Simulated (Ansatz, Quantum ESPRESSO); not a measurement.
# Thickness dependence of 1T-SnS2, part 6 of 8

Aim: screening, gap and ionisation potential of 1T-SnS2 against the number of layers.

Quantum ESPRESSO 7.5; plane-wave DFT, PBEsol, GBRV ultrasoft pseudopotentials; geometry by Ansatz 0.2.0 with PAW datasets.

So far. Step 13 (Potential by pp.x, 2 layers): The slope in the vacuum is 0.100 eV/Å for an applied 0.10 V/Å, as it should be. Step 14 (Band structure, 2 layers: no field): Along this path the valence top lies between Γ and M and the conduction bottom at M.

## Step 16: Geometry from Ansatz, 3 layers

Level of this step: plane-wave DFT, PBE-D3(BJ), Ansatz PAW (Ansatz 0.2.0).

System of this step: 1T-SnS2, 3 layers, AA stacking. The cell holds 9 atoms: 6 S and 3 Sn. Cell: a = 3.700 Å, b = 3.700 Å, c = 29.046 Å, α = 90.0°, β = 90.0°, γ = 120.0°. It derives from SnS2. Vacuum lies along c.

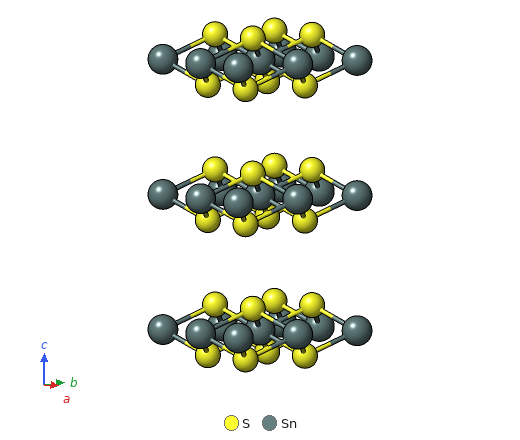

The cell of this step (sulfur yellow, tin teal). 2×2×1 cells are drawn. Some periodic images of atoms are drawn too.

The input, input.yaml:

```yaml
crystal:
  lattice:
    - [3.7, 0.0, 0.0]
    - [-1.85, 3.204293994, 0.0]
    - [0.0, 0.0, 29.045500528]
  atoms:
    - { symbol: S, position: [0.6666666667, 0.3333333333, 0.2926442941] }
    - { symbol: Sn, position: [0.0, 0.0, 0.3238912482] }
    - { symbol: S, position: [0.3333333333, 0.6666666667, 0.3551382023] }
    - { symbol: S, position: [0.6666666667, 0.3333333333, 0.4687530459] }
    - { symbol: Sn, position: [0.0, 0.0, 0.5] }
    - { symbol: S, position: [0.3333333333, 0.6666666667, 0.5312469541] }
    - { symbol: S, position: [0.6666666667, 0.3333333333, 0.6448617977] }
    - { symbol: Sn, position: [0.0, 0.0, 0.6761087518] }
    - { symbol: S, position: [0.3333333333, 0.6666666667, 0.7073557059] }
kpoints:
  mp_grid: { grid: [12, 12, 1] }
hamiltonian:
  xc: pbe
  dispersion: d3bj
scf:
  occupations: { method: fermi_dirac, width: 0.05 }
  convergence: { dr2_threshold: 1.0e-08 }
efield:
  axis: 3
  dipole_correction: true
  ramp_position: 0.97
  ramp_width: 0.04
relax:
  f_tol: 0.01
  cell: { fix: [c, alpha, beta] }
output:
  write_potential: true
  write_density: true
  volumetric_format: npy
```

On the command line:

```
$ ansatz run input.yaml --threads 4 --pin off --max-ram 8192MiB --backend cpu --events-out ev --progress --plain --runs-dir out
```

Numbers of over 12 decimals in the logs are rounded to 6 here.

What it wrote:

```text
[...]
Crystal: 9 atoms, lattice volume = 344.360 Å³
Basis set: ecut = 420 eV, 6781 PW (Γ), exchange–correlation on 50×50×400 points (8 copies of the dense FFT grid, shifted against one another)
Bands: 48, of which v1, the nominal top of the filled ones, is band 39 counted from 1 (38 counted from 0)
Symmetry: 6 space group operations
k-points: 19 of 144 (time reversal used)
[...]
SCF iter   1: F=—  HF=-23480.439037 eV  |F-HF|=—  |Δ(HF+E_count)|=         —  Δρ=3.08e-3  dr2=4.75e-2  ethr=1.77e-3  p=0.000 e·Å  D=8.50e-5 V/Å  ΔV_dip=-0.00 eV  dr2_dipole=4.91e-10  V_vac-E_F(+/−)=5.18/5.18 eV  ⟨swp⟩=12.9  Hψ=5752  notcnv=0  defer=5
[...]
SCF iter   8: F=-23480.418897 eV  HF=-23480.418897 eV  |F-HF|=5.97e-10  |Δ(HF+E_count)|=   5.53e-8  Δρ=1.07e-6  dr2=7.49e-9  ethr=1.28e-11  p=0.000 e·Å  D=3.98e-6 V/Å  ΔV_dip=-0.00 eV  dr2_dipole=6.57e-10  V_vac-E_F(+/−)=5.02/5.02 eV  ⟨swp⟩=10.9  Hψ=7131  notcnv=0
SCF 1 converged in 8 iterations: F = -23480.418897 eV  dr2 = 7.49e-9
[...]
relax step   1: F+E_penalty+E_count = -23480.41889667 eV  Δ(F+E_penalty+E_count) = +0.000e0 eV  max|allowed force component| = 6.172e0 eV/Å  Δτ_max = 0.0000 Å  P = +21.942 GPa  Ω = 344.360 Å³  fix = [c, alpha, beta]  reactions: c +15.032 GPa  (8 SCF iters, accepted)
Crystal: 9 atoms, lattice volume = 365.942 Å³
Basis set: ecut = 420 eV, 7141 PW (Γ), exchange–correlation on 50×50×400 points (8 copies of the dense FFT grid, shifted against one another)
[...]
SCF iter  10: F=-23487.759921 eV  HF=-23487.759921 eV  |F-HF|=4.80e-9  |Δ(HF+E_count)|=   1.52e-9  Δρ=5.56e-7  dr2=4.39e-9  ethr=1.28e-11  p=-0.000 e·Å  D=-5.35e-6 V/Å  ΔV_dip=0.00 eV  dr2_dipole=1.82e-9  V_vac-E_F(+/−)=5.64/5.64 eV  ⟨swp⟩=7.9  Hψ=6392  notcnv=0
SCF 2 converged in 10 iterations: F = -23487.759921 eV  dr2 = 4.39e-9
[...]
relax step   2: F+E_penalty+E_count = -23487.75992065 eV  Δ(F+E_penalty+E_count) = -7.341e0 eV  max|allowed force component| = 3.007e0 eV/Å  Δτ_max = 0.1999 Å  P = +7.224 GPa  Ω = 365.942 Å³  energy of the carried Pulay correction = -7.087e-3 eV  fix = [c, alpha, beta]  reactions: c +8.609 GPa  (10 SCF iters, accepted)
Crystal: 9 atoms, lattice volume = 360.183 Å³
Basis set: ecut = 420 eV, 7069 PW (Γ), exchange–correlation on 50×50×400 points (8 copies of the dense FFT grid, shifted against one another)
[...]
SCF iter  10: F=-23490.166622 eV  HF=-23490.166622 eV  |F-HF|=2.13e-9  |Δ(HF+E_count)|=   2.73e-8  Δρ=1.09e-6  dr2=7.14e-9  ethr=1.28e-11  p=0.000 e·Å  D=4.27e-6 V/Å  ΔV_dip=-0.00 eV  dr2_dipole=1.04e-9  V_vac-E_F(+/−)=5.65/5.65 eV  ⟨swp⟩=10.3  Hψ=6608  notcnv=0
SCF 3 converged in 10 iterations: F = -23490.166622 eV  dr2 = 7.14e-9
relax step   3: F+E_penalty+E_count = -23490.16662237 eV  Δ(F+E_penalty+E_count) = -2.407e0 eV  max|allowed force component| = 1.386e0 eV/Å  Δτ_max = 0.1946 Å  P = +2.465 GPa  Ω = 360.183 Å³  energy of the carried Pulay correction = -5.238e-3 eV  fix = [c, alpha, beta]  reactions: c +5.178 GPa  (10 SCF iters, accepted)
[...]
relax step   4: F+E_penalty+E_count = -23490.73480723 eV  Δ(F+E_penalty+E_count) = -5.682e-1 eV  max|allowed force component| = 1.764e-1 eV/Å  Δτ_max = 0.1944 Å  P = +0.550 GPa  Ω = 347.330 Å³  energy of the carried Pulay correction = -1.001e-3 eV  fix = [c, alpha, beta]  reactions: c +1.622 GPa  (12 SCF iters, accepted)
[...]
relax step   5: F+E_penalty+E_count = -23490.85275107 eV  Δ(F+E_penalty+E_count) = -1.179e-1 eV  max|allowed force component| = 1.248e-1 eV/Å  Δτ_max = 0.2000 Å  P = +0.165 GPa  Ω = 345.217 Å³  energy of the carried Pulay correction = -2.899e-4 eV  fix = [c, alpha, beta]  reactions: c +0.973 GPa  (12 SCF iters, accepted)
[...]
relax step   6: F+E_penalty+E_count = -23490.92302087 eV  Δ(F+E_penalty+E_count) = -7.027e-2 eV  max|allowed force component| = 7.679e-2 eV/Å  Δτ_max = 0.1962 Å  P = +0.092 GPa  Ω = 341.688 Å³  energy of the carried Pulay correction = +9.083e-4 eV  fix = [c, alpha, beta]  reactions: c +0.521 GPa  (10 SCF iters, accepted)
[...]
relax step   7: F+E_penalty+E_count = -23490.95411199 eV  Δ(F+E_penalty+E_count) = -3.109e-2 eV  max|allowed force component| = 2.146e-2 eV/Å  Δτ_max = 0.1922 Å  P = +0.136 GPa  Ω = 338.438 Å³  energy of the carried Pulay correction = +2.023e-3 eV  fix = [c, alpha, beta]  reactions: c +0.198 GPa  (10 SCF iters, accepted)
[...]
relax step   8: F+E_penalty+E_count = -23490.95782926 eV  Δ(F+E_penalty+E_count) = -3.717e-3 eV  max|allowed force component| = 6.823e-3 eV/Å  Δτ_max = 0.0729 Å  P = +0.083 GPa  Ω = 338.243 Å³  energy of the carried Pulay correction = +2.090e-3 eV  fix = [c, alpha, beta]  reactions: c +0.094 GPa  (10 SCF iters, accepted)
[...]
relax step   9: F+E_penalty+E_count = -23490.95813034 eV  Δ(F+E_penalty+E_count) = -3.011e-4 eV  max|allowed force component| = 2.341e-3 eV/Å  Δτ_max = 0.0246 Å  P = +0.031 GPa  Ω = 338.422 Å³  energy of the carried Pulay correction = +2.029e-3 eV  fix = [c, alpha, beta]  reactions: c +0.037 GPa  (8 SCF iters, accepted)
[...]
SCF iter   4: F=-23490.957215 eV  HF=-23490.957215 eV  |F-HF|=4.29e-9  |Δ(HF+E_count)|=  2.04e-10  Δρ=8.81e-7  dr2=4.01e-9  ethr=1.28e-11  p=-0.000 e·Å  D=-3.48e-6 V/Å  ΔV_dip=0.00 eV  dr2_dipole=1.16e-9  V_vac-E_F(+/−)=5.91/5.91 eV  ⟨swp⟩=12.0  Hψ=7214  notcnv=0
SCF 10 converged in 4 iterations: F = -23490.957215 eV  dr2 = 4.01e-9
relax step  10: F+E_penalty+E_count = -23490.95721469 eV  Δ(F+E_penalty+E_count) = +9.156e-4 eV  max|allowed force component| = 2.523e-3 eV/Å  Δτ_max = 0.0000 Å  P = +0.000 GPa  Ω = 338.422 Å³  fix = [c, alpha, beta]  reactions: c +0.008 GPa  stress off target by 3.32e-3 GPa on what of the cell is left free  SCF on the basis re-selected at this cell (its energy is not comparable with the rows above)  (4 SCF iters)
[...]
SCF converged after 4 iterations
Free energy (F): -23490.957215 eV
[...]
Internal energy: -23490.957215 eV  (E = F + TS)
E sigma→0 (E₀):  -23490.957215 eV
Entropy (-TS):   -0.000000 eV (-0.000 meV/atom)
Fermi energy:    1.998053 eV
Dipole field:    D = 0.000032 V/Å  (p = 0.000059 e·Å, saw-weighted, corrected)
Work function:   Φ+ = 5.9103 eV   Φ− = 5.9112 eV
[...]
--- Forces (eV/Å), atoms counted from 1 ---
  atom   1  S      0.00000000    -0.00000000    -0.00237917
  atom   2  Sn    -0.00000000     0.00000000    -0.00105115
  atom   3  S      0.00000000     0.00000000     0.00203276
  atom   4  S      0.00000000    -0.00000000    -0.00252365
  atom   5  Sn    -0.00000000     0.00000000     0.00004857
  atom   6  S      0.00000000     0.00000000     0.00250826
  atom   7  S      0.00000000    -0.00000000    -0.00209550
  atom   8  Sn     0.00000000    -0.00000000     0.00109270
  atom   9  S      0.00000000     0.00000000     0.00235711
  max |Σ_I F_I| component: 1.01e-5 eV/Å
--- Stress (GPa, compression-positive) ---
       -0.003324       0.000000      -0.000000
       -0.000000      -0.003324       0.000000
       -0.000000       0.000000       0.007527
  P = ⅓ Tr σ = 0.0003 GPa (0.003 kbar)
--- Band table (eV; the first three rows and the last of 19) ---
  k-point 0: bands = [... 35 lower, 1.0209, 1.0349, 1.0602, 1.0602, 3.2678, 3.7185, 4.1639, 4.9303, ... 5 higher]
  k-point 1: bands = [... 35 lower, 1.0049, 1.0890, 1.1305, 1.1375, 3.6736, 3.9514, 4.2160, 5.3202, ... 5 higher]
  k-point 2: bands = [... 35 lower, 0.9989, 1.1070, 1.1549, 1.1794, 3.9250, 4.0667, 4.2032, 5.7398, ... 5 higher]
  k-point 18: bands = [... 35 lower, 0.4705, 0.4705, 0.8646, 0.8646, 3.3663, 3.7627, 4.1536, 6.7896, ... 5 higher]
--- Relaxed structure (9 steps of the walk, 9 accepted, 1 SCFs on fresh bases) ---
[...]
cell:  # Å, volume = 338.4216 Å³
    - [3.667957, 0, 0]
    - [-1.833979, 3.176544, 0]
    - [0, 0, 29.045500528]
  atoms:
    - { symbol: S, position: [0.666667, 0.333333, 0.248906] }
    - { symbol: Sn, position: [-1.391963466449142e-17, 0, 0.299934] }
    - { symbol: S, position: [0.333333, 0.666667, 0.350876] }
    - { symbol: S, position: [0.666667, 0.333333, 0.449089] }
    - { symbol: Sn, position: [0, 0, 0.499999] }
    - { symbol: S, position: [0.333333, 0.666667, 0.550909] }
    - { symbol: S, position: [0.666667, 0.333333, 0.649126] }
    - { symbol: Sn, position: [1.3920326993999088e-17, 0, 0.700067] }
    - { symbol: S, position: [0.333333, 0.666667, 0.751095] }
```

Run time: 89 s. Hardware: 4 threads of Arm Neoverse V1, shared host; peak memory 0.96 GiB; 5.8 min of CPU time.

Relaxation path:

```tsv
step	energy less that of the first step (eV)	largest force component (eV/Å)	pressure (GPa)	volume (Å³)
1	0.0000	6.1723	21.94	344.36
2	-7.3410	3.0072	7.22	365.94
3	-9.7477	1.3859	2.47	360.18
4	-10.3159	0.1764	0.55	347.33
5	-10.4339	0.1248	0.17	345.22
6	-10.5041	0.0768	0.09	341.69
7	-10.5352	0.0215	0.14	338.44
8	-10.5389	0.0068	0.08	338.24
9	-10.5392	0.0023	0.03	338.42
10*	-10.5383	0.0025	0.00	338.42
```

Relaxation steps marked * repeat the geometry before them on a plane-wave basis chosen anew for their cell, so energy and pressure can jump there.

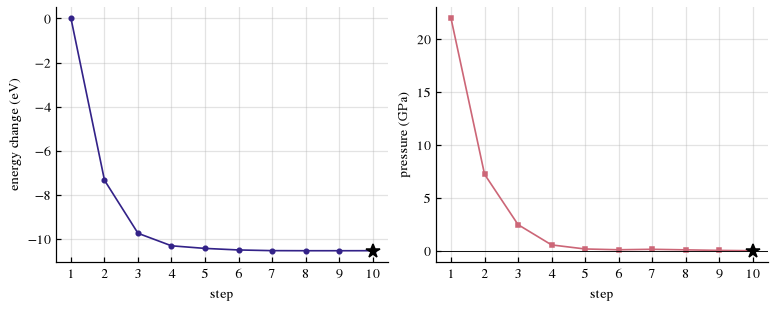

Energy and pressure along the relaxation. Stars mark steps on a basis chosen anew.

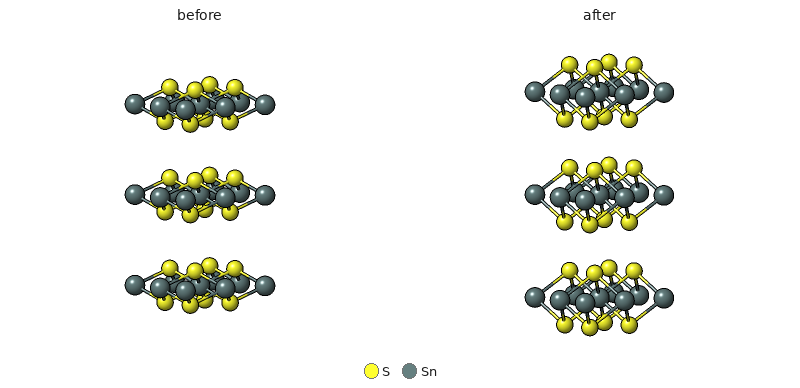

Before and after, at one scale.

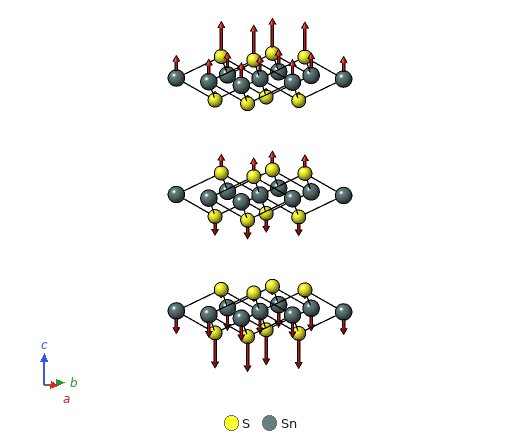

Displacements in the relaxation, scaled, measured against the changing cell; the longest in the cell stands for 1.27 Å. 2×2×1 cells are drawn. Some periodic images of atoms are drawn too.

```tsv
cell as run	before	after	change
a (Å)	3.700	3.668	-0.9 %
b (Å)	3.700	3.668	-0.9 %
```

The atoms that moved most (Å, along periodic axes as changes of fractional coordinates times the final cell, across vacuum about the mean position):

```tsv
atom	dx	dy	dz	length
S9	0.000	0.000	1.270	1.270
S1	0.000	0.000	-1.270	1.270
Sn8	0.000	0.000	0.696	0.696
Sn2	0.000	0.000	-0.696	0.696
S4	0.000	0.000	-0.571	0.571
S6	0.000	0.000	0.571	0.571
S7	0.000	0.000	0.124	0.124
S3	0.000	0.000	-0.124	0.124
```

Numbers from this step:

| Property | Result |
| --- | --- |
| free energy | -23490.9572 eV |
| Fermi energy | 1.998 eV |
| gap by band count | 1.484 eV |
| dipole along the normal | 5.94e-5 e·Å |
| vacuum level at the upper face over a Fermi level inside the gap | 5.910 eV |
| vacuum level at the lower face over a Fermi level inside the gap | 5.911 eV |

## Step 17: Self-consistent run, 3 layers: no field

Level of this step: plane-wave DFT, PBEsol, GBRV ultrasoft pseudopotentials (Quantum ESPRESSO 7.5).

The input, n3.f0.in:

```
&control
  prefix = 'n3.f0'
  outdir = './out'
  pseudo_dir = './pseudo'
  calculation = 'scf'
  tprnfor = .true.
  tefield = .true.
  dipfield = .true.
/
&system
  ibrav = 0
  nat = 9
  ntyp = 2
  ecutwfc = 40
  ecutrho = 200
  occupations = 'smearing'
  smearing = 'fd'
  degauss = 0.004
  edir = 3
  emaxpos = 0.97
  eopreg = 0.04
  eamp = 0.0
  nbnd = 43
/
&electrons
  conv_thr = 1e-09
  mixing_beta = 0.4
  electron_maxstep = 120
  mixing_mode = 'plain'
/
ATOMIC_SPECIES
  S   32.0600  s_pbesol_v1.4.uspp.F.UPF
  Sn  118.7100  sn_pbesol_v1.4.uspp.F.UPF
CELL_PARAMETERS angstrom
  3.66795727618964 -0.00000000000000 -0.00000000000000
  -1.83397863809482 3.17654418117621 0.00000000000000
  -0.00000000000000 -0.00000000000000 29.04550052800000
ATOMIC_POSITIONS crystal
  S   0.666666666667 0.333333333333 0.248906475841
  Sn  -0.000000000000 0.000000000000 0.299934287229
  S   0.333333333333 0.666666666667 0.350875702609
  S   0.666666666667 0.333333333333 0.449088526757
  Sn  -0.000000000000 0.000000000000 0.499998784624
  S   0.333333333333 0.666666666667 0.550909046008
  S   0.666666666667 0.333333333333 0.649125538951
  Sn  0.000000000000 -0.000000000000 0.700066904333
  S   0.333333333333 0.666666666667 0.751094733649
K_POINTS automatic
  12 12 1 0 0 0
```

On the command line:

```
$ OMP_NUM_THREADS=1 mpirun -n 4 pw.x -nk 4 -in n3.f0.in > n3.f0.out
```

What it wrote:

```text
[banner, memory and clock lines left out]
Program PWSCF v.7.5 starts
[...]
number of electrons       =        78.00
     number of Kohn-Sham states=           43
     kinetic-energy cutoff     =      40.0000  Ry
     charge density cutoff     =     200.0000  Ry
[...]
number of k points=    74  Fermi-Dirac smearing, width (Ry)=  0.0040
[...]
Dense  grid:   109183 G-vectors     FFT dimensions: (  32,  32, 250)
[...]
negative rho (up, down):  1.907E-04 0.000E+00
[...]
Starting wfcs are   51 randomized atomic wfcs
[...]
negative rho (up, down):  7.684E-07 0.000E+00
[...]
estimated scf accuracy    <       1.59988815 Ry
[...]
negative rho (up, down):  4.742E-08 0.000E+00
[...]
estimated scf accuracy    <       0.20886446 Ry
[...]
negative rho (up, down):  1.836E-07 0.000E+00
[...]
estimated scf accuracy    <       0.03090754 Ry
[...]
negative rho (up, down):  5.021E-07 0.000E+00
[...]
estimated scf accuracy    <       0.01888039 Ry
[...]
negative rho (up, down):  1.848E-05 0.000E+00
[...]
estimated scf accuracy    <       0.00612493 Ry
[...]
negative rho (up, down):  3.159E-05 0.000E+00
[...]
estimated scf accuracy    <       0.00888702 Ry
[...]
negative rho (up, down):  3.620E-05 0.000E+00
[...]
estimated scf accuracy    <       0.00052838 Ry
[...]
negative rho (up, down):  4.316E-05 0.000E+00
[...]
estimated scf accuracy    <       0.00010249 Ry
[...]
negative rho (up, down):  4.477E-05 0.000E+00
[...]
estimated scf accuracy    <       0.00009439 Ry
[...]
negative rho (up, down):  4.586E-05 0.000E+00
[...]
estimated scf accuracy    <       0.00006377 Ry
[...]
negative rho (up, down):  4.639E-05 0.000E+00
[...]
estimated scf accuracy    <       0.00001650 Ry
[...]
negative rho (up, down):  4.713E-05 0.000E+00
[...]
estimated scf accuracy    <       0.00000436 Ry
[...]
negative rho (up, down):  4.741E-05 0.000E+00
[...]
estimated scf accuracy    <       0.00000081 Ry
[...]
negative rho (up, down):  4.755E-05 0.000E+00
[...]
estimated scf accuracy    <       0.00000008 Ry
[...]
negative rho (up, down):  4.765E-05 0.000E+00
[...]
estimated scf accuracy    <       0.00000005 Ry
[...]
negative rho (up, down):  4.772E-05 0.000E+00
[...]
estimated scf accuracy    <          6.1E-09 Ry
[...]
negative rho (up, down):  4.775E-05 0.000E+00
[...]
estimated scf accuracy    <          4.7E-09 Ry
[...]
negative rho (up, down):  4.776E-05 0.000E+00
[...]
Total length         52.6925 bohr
[...]
estimated scf accuracy    <          2.7E-09 Ry
[...]
negative rho (up, down):  4.779E-05 0.000E+00
[...]
Computed dipole along edir(3) :
        Dipole               -0.0001 Ry au,         -0.0002 Debye
        Dipole field         -0.0000 Ry au,
        Potential amp.        0.0000 Ry
        Total length         52.6925 bohr
[...]
the Fermi energy is     1.9301 ev
!    total energy              =    -621.06532861 Ry
     estimated scf accuracy    <          1.6E-10 Ry
     smearing contrib. (-TS)   =      -0.00000007 Ry
     internal energy E=F+TS    =    -621.06532854 Ry
[...]
one-electron contribution =   -3206.53915217 Ry
     hartree contribution      =    1633.31645741 Ry
     xc contribution           =    -177.95514588 Ry
     ewald contribution        =    1130.11251210 Ry
     electric field correction =       0.00000000 Ry
     convergence has been achieved in  19 iterations
     negative rho (up, down):  4.779E-05 0.000E+00
[...]
Total force =     0.015046     Total SCF correction =     0.000056
[...]
```

Elapsed: 6.5 min, on 4 MPI ranks; peak memory 1.3 GiB.

This step gave:

```
free energy                          : -8450.0243 eV
Fermi energy                         : 1.930 eV
dipole along the normal              : -4.16e-5 e·Å
valence top, on the run's zero       : 1.197 eV
conduction bottom, on the run's zero : 2.591 eV
gap by band count                    : 1.394 eV
```

## Step 18: Potential by pp.x, 3 layers

The input, n3.f0.pot.in:

```
&inputpp
  prefix = 'n3.f0'
  outdir = './out'
  filplot = 'n3.f0.pot.dat'
  plot_num = 11
/
```

On the command line:

```
$ OMP_NUM_THREADS=1 mpirun -n 4 pp.x -in n3.f0.pot.in > n3.f0.pot.out
```

It took 1.1 s on 4 MPI ranks; peak memory 0.12 GiB; 4.3 s of CPU time.

Numbers from this step:

```
slope of the potential above                                          : 5.03e-5 eV/Å
upper vacuum line continued to the top atoms, over the valence top    : 6.680 eV
slope of the potential below                                          : -2.65e-5 eV/Å
lower vacuum line continued to the bottom atoms, over the valence top : 6.679 eV
vacuum level at the upper face over the valence top of the mesh       : 6.680 eV
vacuum level at the lower face over the valence top of the mesh       : 6.679 eV
```

[end of part 6 of 8]

[Logs are printed without paths, hosts, clocks, repeated set-up lines and the standing remarks that a program may print on its own settings, such as how far it seeks lower states.]

[Hosts, paths, dates, database ids (printed as entryN), source tags and the programs' standing remarks are cut or masked in the printed files.]

[Maps of the electrostatic potential energy from Ansatz leave out the sawtooth potential of an applied field or a dipole correction, so their vacuum need not be flat; planar profiles and work functions include it.]
